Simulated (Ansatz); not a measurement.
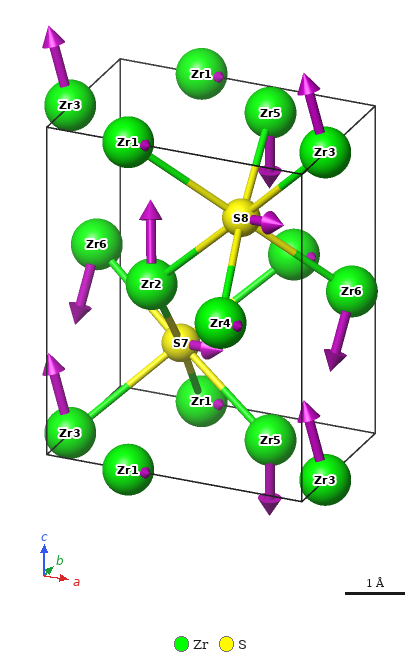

One vibrational mode of solid Zr₃S (a generated structure) at the zone centre. The purple arrows give the relative displacements of the atoms. Style: ball-and-stick. Shown: the cell of the calculation, slightly off an axis.

Computed with Ansatz, DFT PBEsol, scalar-relativistic, plane waves, PAW. (plane-wave cutoff 420 eV; k-point mesh 6 × 6 × 6; occupations fermi dirac; smearing width 0.15 eV; no spin polarisation)

The frequencies depend somewhat on the k-mesh and the smearing.

### What mode is this, and where does it lie in the spectrum?

This is the E₁ mode (doubly degenerate; one member of the set is drawn) at 101 cm⁻¹, optical level 2 of 14, counted from below, infrared- and Raman-active by symmetry. It mainly bends the S–Zr bonds; the kinetic energy is shared as Zr 93 %, S 7 %. The crystal is a metal, so free carriers screen the infrared response.
